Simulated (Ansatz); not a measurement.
## Electronic structure of ZnO in real space

Input

```
crystal:
  lattice:
    - [-3.2312782, 3.2312782, 2.6430731]
    - [3.2312782, -3.2312782, 2.6430731]
    - [3.2312782, 3.2312782, -2.6430731]
  atoms:
    - { symbol: Zn, position: [0.410444, 0.910444, 0.198398] }
    - { symbol: Zn, position: [0.712046, 0.212046, 0.801602] }
    - { symbol: Zn, position: [0.910444, 0.712046, 0.5] }
    - { symbol: Zn, position: [0.212046, 0.410444, 0.5] }
    - { symbol: O, position: [0.2886885, 0.0895835, 0.5] }
    - { symbol: O, position: [0.5895835, 0.7886885, 0.5] }
    - { symbol: O, position: [0.7886885, 0.2886885, 0.199105] }
    - { symbol: O, position: [0.0895835, 0.5895835, 0.800895] }
basis:
  ecutwfc: 420
kpoints:
  mp_grid: { grid: [8, 8, 8] }
  band_path:
    path:
      - [[0.0, 0.0, 0.0], [0.0, 0.0, 0.5], [-0.5, 0.5, 0.5], [0.0, 0.0, 0.0], [0.41726676, 0.41726676, -0.41726676]]
      - [[-0.41726676, 0.58273324, 0.41726676], [-0.5, 0.5, 0.5]]
      - [[0.0, 0.0, 0.5], [0.25, 0.25, 0.25], [0.0, 0.5, 0.0], [0.0, 0.0, 0.0]]
    npoints: 14
hamiltonian:
  xc: pbe
scf:
  occupations: { method: gaussian, width: 0.02 }
  n_extra_bands: 20
output:
  forces: true
  stress: true
  eigenvalues: true
  populations: true
  dos: { projected: true, de: 0.02, nscf_kmesh: { grid: [12, 12, 12] } }
  bader: true
  write_density: true
  write_potential: true
  elf: true
  volumetric_format: npy
```

Launched as:

```sh
ansatz run input.yaml --threads 4 --pin off --max-ram 8192MiB --backend cpu --events-out ev --progress --plain --runs-dir out
```

Below, planes, directions and counts refer to the conventional cell (a = 6.46 Å, b = 6.46 Å, c = 5.29 Å, α = 90.00°, β = 90.00°, γ = 90.00°).

Space group I4cm; a structure generated by program, which may or may not match a known phase.

Level of theory: Ansatz 0.2.0, DFT PBE, scalar-relativistic, plane waves, PAW.

The density is the valence pseudo-density of a PAW calculation; it isn't the true density close to the nuclei.

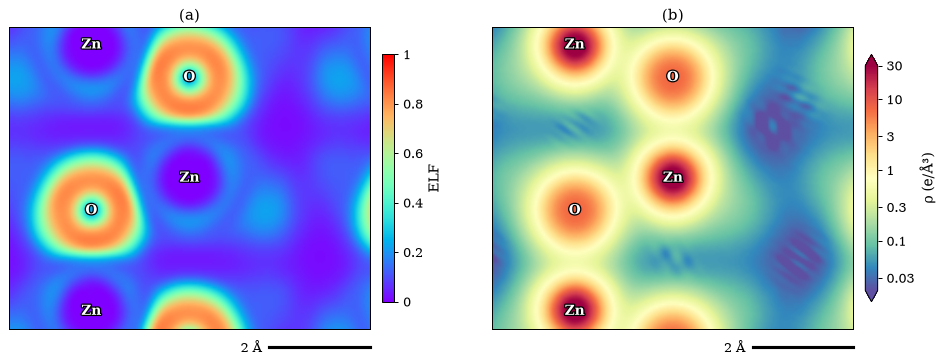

Figure 1. (a) ELF; (b) valence charge density (pseudo) on the (100) plane of the conventional cell.

Q: Interpret the plot.

A:
- The section cuts through Zn and O sites.
- Zn–O (2.00 Å): ρ at the midpoint is about 0.57 e/Å³; the ELF peaks at about 0.85 in the valence shell of O, 0.6 Å from its nucleus, and is about 0.25 at the midpoint: no localised pair shows between them.
- Zn–O (2.05 Å): ρ at the midpoint is about 0.5 e/Å³; the ELF peaks at about 0.85 in the valence shell of O, 0.6 Å from its nucleus, and is about 0.20 at the midpoint (no shared electron pair shows on this line).
- Between the atoms the lowest density in this plane is 0.002 e/Å³.

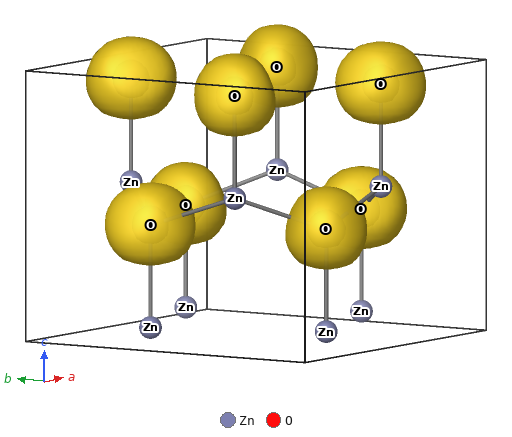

Figure 2. Isosurface of the ELF at 0.7 (yellow), seen at an oblique angle. Core shells and regions of very low density are left out. Sticks mark near contacts.

Q: Where are the electrons localised?

A: The surface consists of eight regions wrapped around O (the valence shell of each), counted in one cell of 16 atoms. Any copies at cell faces, edges or corners count once. Along the contacts the grid gives the following. Zn–O (1.93 Å): the ELF peaks at about 0.85 in the valence shell of O, 0.6 Å from its nucleus, and is about 0.30 at the midpoint: no localised pair shows between them.

Q: How much charge does the calculation move between the atoms?

A: Electrons move from Zn towards O. Bader charges: Zn +1.21 and O −1.21 e.

Q: Does the calculation make it a metal, or give it a gap?

A: It is gapped, with a Kohn–Sham gap of 0.94 eV on the k-point mesh, an upper bound to the gap of this method.
